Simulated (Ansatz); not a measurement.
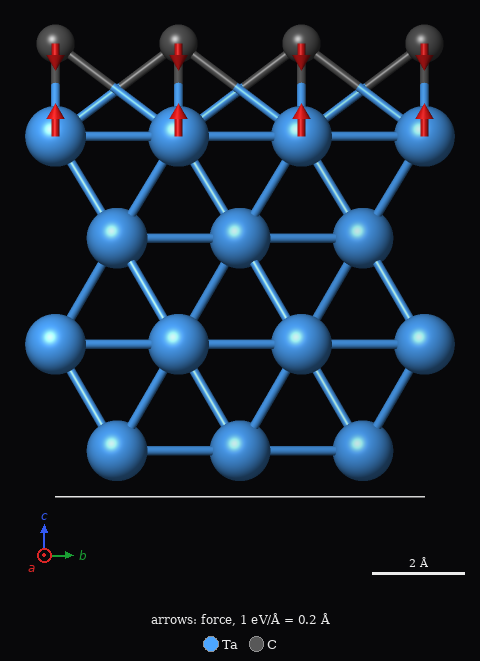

Starting geometry of a slab of composition Ta4C (cut from the Im-3m phase) with the computed forces as red arrows. A ball-and-stick model of the 3 × 3 repeat of the cell, outlined in the plane, without the vacuum, seen along the a axis.

Case: C put at a bridge Ta-Ta site. The slab is the (1 1 0) face of Ta with C on it. 2 atoms are held fixed.

Computed with DFT PBEsol, scalar-relativistic, plane waves, PAW in Ansatz.

Input file:
```yaml
crystal:
  lattice:
    - [2.8410132457, 0.0, 0.0]
    - [-0.9470044152, 2.6785329753, 0.0]
    - [0.0, 0.0, 25.9590328043]
  atoms:
    - { symbol: Ta, position: [0.5, 0.5, 0.3274390099] }
    - { symbol: Ta, position: [0.0, 0.0, 0.416798179] }
    - { symbol: Ta, position: [0.5, 0.5, 0.505847021] }
    - { symbol: Ta, position: [0.0, 0.0, 0.5912936051] }
    - { symbol: C, position: [0.5, 1.0, 0.6691085228] }
basis:
  ecutwfc: 420
kpoints:
  mp_grid: { grid: [11, 11, 1] }
hamiltonian:
  xc: pbesol
scf:
  occupations: { method: gaussian, width: 0.1 }
output:
  forces: true
  eigenvalues: true
relax:
  adjacent_minimum: "off"
  f_tol: 0.03
  max_steps: 70
  constraints: [{ sites: [0, 1] }]
efield:
  axis: 3
  dipole_correction: true
  ramp_width: 0.04
```

Command:
```bash
ansatz run input.yaml --threads 1 --pin off --max-ram 2560MiB --backend cpu --events-out ev --progress --plain --runs-dir out
```

### What follows when this structure is relaxed?

It isn't relaxed: the largest force vector, on Ta4, is 3.61 eV/Å. The final displacements follow the starting forces only in part (cosine between the two patterns 0.84). The atom that moves furthest is C5 (0.51 Å along the normal (−c)). Largest moves by element: C 0.51 Å, Ta 0.16 Å. The lattice vectors keep their values. Some distances before and after: Ta4–C5 2.469 → 1.958 Å, Ta4–C5 (another image) 3.388 → 3.036 Å, Ta3–Ta4 2.759 → 2.925 Å, Ta3–Ta4 (another image) 3.210 → 3.353 Å. Bond angles that change, for instance: Ta4–C5–Ta4 70.2° → 93.0°. The energy falls by 1.529 eV per cell of the calculation in 4 accepted moves (5 points after the start). Largest force component: 3.6 eV/Å at the start, 0.015 eV/Å at the end. 1 step only repeated the SCF at the same geometry. Cost: 110 s on 1 thread of Intel(R) Xeon(R) 6975P-C (Granite Rapids), on a shared host, peak memory 0.67 GiB.

Limits of the set-up: the periodic images lie only 2.8 Å apart, so the values are limited by the cell's size.
